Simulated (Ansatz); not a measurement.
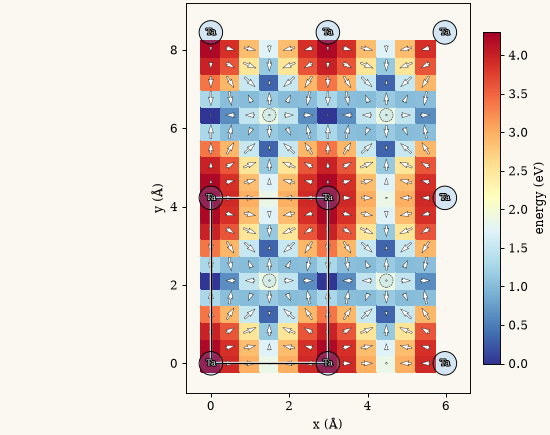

Energy landscape of C on a Ta(110) slab cut from the Fm-3m phase, its upper half relaxed before the scan (4 atoms of substrate and one adsorbate in a 1 × 1 cell). 
- C is moved over the surface cell; relaxed at each place: the height of the adsorbate's atoms; substrate rigid; the origin of the map has the adsorbate above Ta4.
- Places are given modulo a cell vector. The map is drawn in real space over the plane of the surface.
- The grid has 6 × 10 points; 24 points were computed and 36 follow by symmetry.
- Energies are in eV, from the lowest grid point.
- The relaxed height changes by up to 0.9 Å between neighbouring points. With one adsorbate in each 1 × 1 cell, its nearest image is 3.0 Å away, so neighbouring adsorbates interact.
- The calculation used DFT PBE, scalar-relativistic, plane waves, PAW in Ansatz. Settings: cutoff 420 eV, k-mesh 9×6×1, gaussian smearing 0.1 eV, no spin polarisation.

Drawn: one coloured cell a grid point, arrows along the force (downhill), their lengths compressed, labelled circles for the atoms of the top layer and small ones for the second layer, the outline of one cell of the 2 × 2 shown. 

**Where are the lowest and the highest points?**

The lowest grid point is at the trough between two rows of top atoms, (0/6, 5/10) of the cell vectors. The highest grid point, the top site over a surface Ta atom, (0/6, 0/10) of the cell vectors, lies 4.30 eV above the lowest. At the lowest point the adsorbate has 4 Ta at 2.12 Å as nearest neighbours, at the highest 1 Ta at 1.97 Å. Its relaxed height above the top atom is 0.27 Å at the lowest and 1.97 Å at the highest point.

Each point was launched as `ansatz run input.yaml --threads 2 --pin off --max-ram 6144MiB --backend cpu --events-out ev --progress --plain --runs-dir out`. Time for the 24 points that were run: 18 min on 2 threads of Arm Neoverse V1, with other jobs on the host.

PAW datasets: the set soft_1.
